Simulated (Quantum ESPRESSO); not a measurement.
# Energy of BN along an even scaling of the cell

System: BN (P6₃mc, 4 atoms in the cell).
Method: Kohn-Sham DFT of a periodic cell, PBE, SSSP 1.3 efficiency PBE, no spin polarisation (Quantum ESPRESSO 7.5).

The 7 runs differ only in the geometry, by an even scaling of the cell at fixed fractional positions. The structure derives from a Materials Project entry.

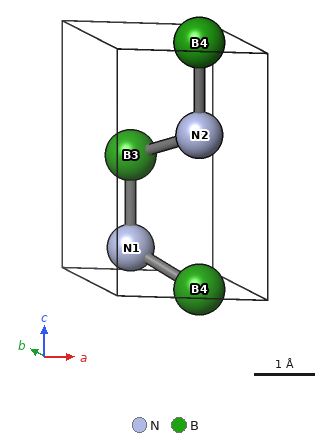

Figure 1. The structure of run 4 (ball-and-stick view of the cell of the calculation, seen slightly off an axis; atoms are numbered from 1 in the order of the input).

**Input file of run 4**
```
&CONTROL
  calculation = 'scf'
  prefix = 'pwscf'
  outdir = './tmp'
  pseudo_dir = './pseudo'
  tprnfor = .true.
  tstress = .true.
  disk_io = 'low'
/
&SYSTEM
  ibrav = 0
  nat = 4
  ntyp = 2
  ecutwfc = 60
  ecutrho = 480
  nbnd = 14
  occupations = 'smearing'
  smearing = 'fd'
  degauss = 0.00367493
/
&ELECTRONS
  conv_thr = 8d-10
  electron_maxstep = 120
  mixing_beta = 0.5
/
ATOMIC_SPECIES
N     14.0070 N.pbe-n-radius_5.UPF
B     10.8100 b_pbe_v1.4.uspp.F.UPF
CELL_PARAMETERS angstrom
   2.5539396017    0.0000000000    0.0000000000
  -1.2769698009    2.2117765748    0.0000000000
   0.0000000000    0.0000000000    4.2268550000
ATOMIC_POSITIONS crystal
N      0.3333333333    0.6666666667    0.1252760000
N      0.6666666667    0.3333333333    0.6252760000
B      0.3333333333    0.6666666667    0.4997240000
B      0.6666666667    0.3333333333    0.9997240000
K_POINTS automatic
12 12 6 0 0 0
```

**File pp_density.in of run 4**
```
&INPUTPP
  prefix = 'pwscf'
  outdir = './tmp'
  filplot = 'density.dat'
  plot_num = 0
/
&PLOT
  nfile = 1
  filepp(1) = 'density.dat'
  iflag = 3
  output_format = 6
  fileout = 'density.cube'
/
```

**File pp_potential.in of run 4**
```
&INPUTPP
  prefix = 'pwscf'
  outdir = './tmp'
  filplot = 'potential.dat'
  plot_num = 11
/
&PLOT
  nfile = 1
  filepp(1) = 'potential.dat'
  iflag = 3
  output_format = 6
  fileout = 'potential.cube'
/
```

Command:
```bash
OMP_NUM_THREADS=1 pw.x -in pw.in > pw.out
OMP_NUM_THREADS=1 pp.x -in pp_density.in > pp_density.out
OMP_NUM_THREADS=1 pp.x -in pp_potential.in > pp_potential.out
```

Lattice vectors (Å) and fractional positions of run 4:
```
   2.553940    0.000000    0.000000
  -1.276970    2.211777    0.000000
   0.000000    0.000000    4.226855
N   0.333333  0.666667  0.125276
N   0.666667  0.333333  0.625276
B   0.333333  0.666667  0.499724
B   0.666667  0.333333  0.999724
```

Run 6 has the same physical settings and fractional positions; its lattice vectors (Å) are:
```
   2.587548    0.000000    0.000000
  -1.293774    2.240882    0.000000
   0.000000    0.000000    4.282478
```

**Results, with one run withheld**

| run | volume per atom (Å³) | free energy per atom, from the lowest run given (meV) | pressure (GPa) | gap on the mesh (eV) |
| --- | --- | --- | --- | --- |
| 1 | 5.611 | 25.26 | 24.13 | 5.12 |
| 2 | 5.730 | 10.40 | 14.80 | 5.15 |
| 3 | 5.850 | 2.18 | 6.32 | 5.19 |
| 4 | 5.969 | 0.00 | −1.40 | 5.22 |
| 5 | 6.088 | 3.30 | −8.42 | 5.24 |
| 6 | 6.208 | ? | ? | ? |
| 7 | 6.327 | 24.47 | −20.64 | 5.29 |

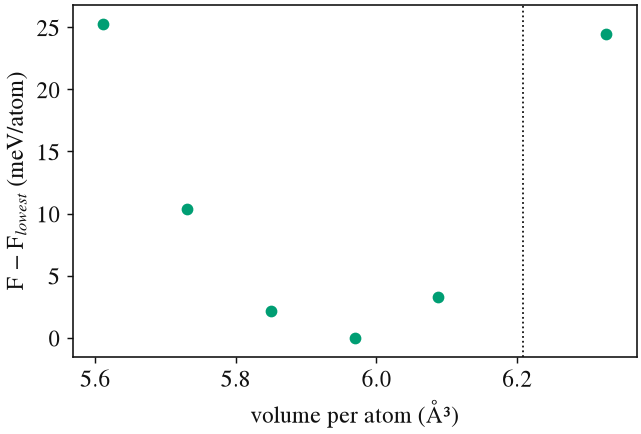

Figure 2. Free energy per atom of the runs given; the dotted line marks run 6.

Estimate the energy of run 6 from the others.

A cubic polynomial in V^(−2/3) (the Birch–Murnaghan form), fitted to the 6 runs given, misses them by at most 0.02 meV per atom. With x = V^(−2/3) − 0.30553 Å⁻², it reads F = 0.18229 + 382.96 x + 1.6753e+05 x² − 59567 x³ (meV per atom). At run 6 it gives 11.66 meV per atom, and the run itself gives 11.61. The slope of the fit gives a pressure −dF/dV of −14.31 GPa there, and the run prints −14.82 GPa. The two needn't agree exactly: the fit is approximate, and the printed stress is taken on a finite basis. The fit has its minimum at 5.955 Å³ per atom, where V d²F/dV² gives 372 GPa. Cell shape and fractional positions are held, so this is the stiffness under even scaling; the relaxed bulk modulus wasn't computed. The gap on the mesh goes, without turning, from 5.12 eV in run 1 to 5.29 eV in run 7; run 6 has 5.27 eV. These are gaps of this functional on this mesh, which can miss the band edges; they aren't the measured gap.

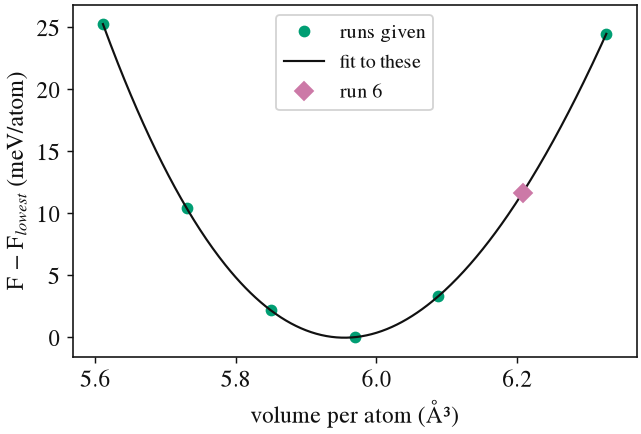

Figure 3. The fit and the withheld run.

**Some lines of the output (run 6)**
```
[...]
     number of k points=    76  Fermi-Dirac smearing, width (Ry)=  0.0037
     total energy              =     -53.43050066 Ry
     total energy              =     -53.50974284 Ry
     total energy              =     -53.51357899 Ry
     total energy              =     -53.51420310 Ry
     total energy              =     -53.51442238 Ry
     total energy              =     -53.51445760 Ry
     total energy              =     -53.51446556 Ry
     total energy              =     -53.51446587 Ry
     the Fermi energy is    12.4129 ev
!    total energy              =     -53.51446591 Ry
     The total energy is F=E-TS. E is the sum of the following terms:
     Computing stress (Cartesian axis) and pressure
          total   stress  (Ry/bohr**3)                   (kbar)     P=     -148.17
```
